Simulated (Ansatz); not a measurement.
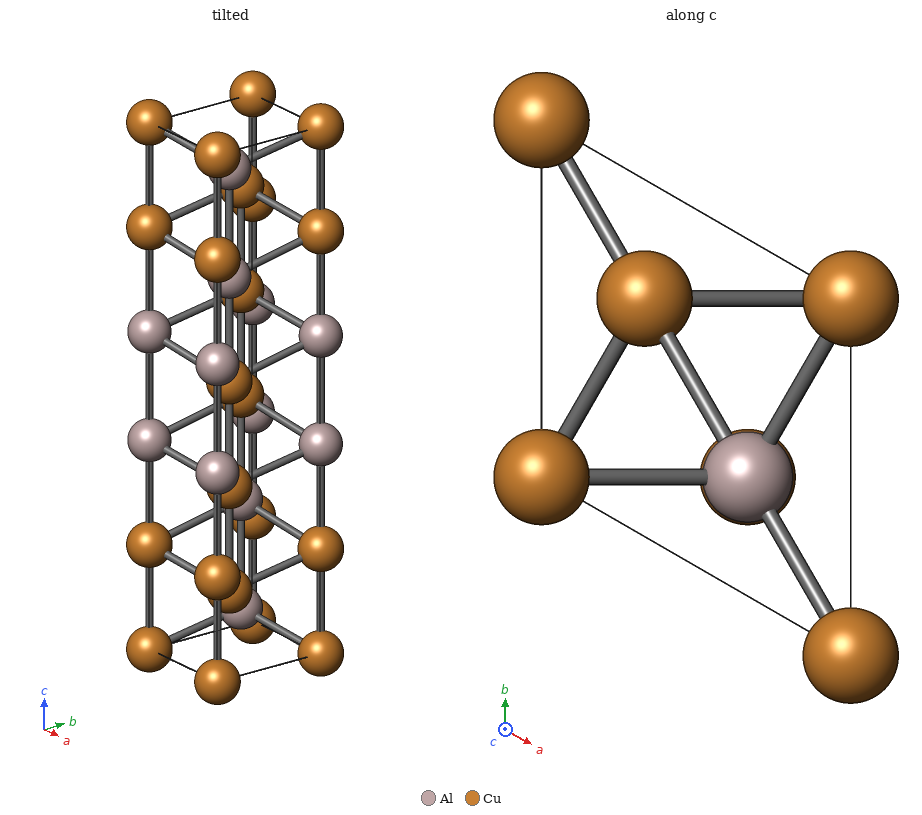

Ball-and-stick representation of a periodic structure, projected slightly off an axis and along the c axis. The edges of the conventional unit cell are marked. Cell: a = 4.17 Å, b = 4.17 Å, c = 13.00 Å, α = 90.00°, β = 90.00°, γ = 120.00°.

The model was built from a structure type filled with these elements by a generator (whether the compound takes this form wasn't checked). Earlier steps of the study, as a rule a relaxation of our own, may have changed the cell and positions, so they can lie some per cent off the listed ones. It was run through Ansatz as a DFT input.

> Describe the crystal.

The formula is Al2Cu3. The lattice is rhombohedral (trigonal R) and the space group R-3m (No. 166). Counting shared atoms by their share gives 6 Al, 9 Cu, or 15 atoms. The numbers of neighbours within bonding distance are Al 8 and Cu 8.

Electronic-structure method: DFT PBE, scalar-relativistic, plane waves, PAW (Ansatz). Parameters: plane-wave cutoff 420 eV, k-points about 0.15 Å⁻¹ apart, Gaussian smearing of 0.1 eV, no spin polarisation.

> Does it come out as a metal, or with a gap?

A metal: bands cross the Fermi level.

> What are the atomic charges by Bader's partition?

Al +1.17 e; Cu -1.04 to -0.65 e.

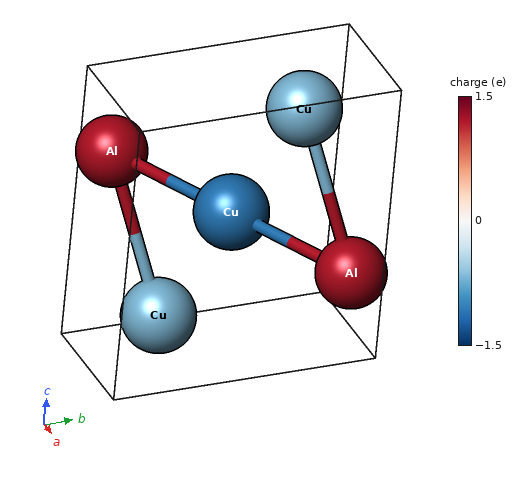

The atoms coloured by those charges. The run's cell of 5 atoms is drawn in a reduced setting, so axes and origin can differ from the first picture.

> Is the structure in equilibrium?

Yes. All forces vanish to within 0.01 eV/Å. The pressure is 0.0 GPa, close to zero.
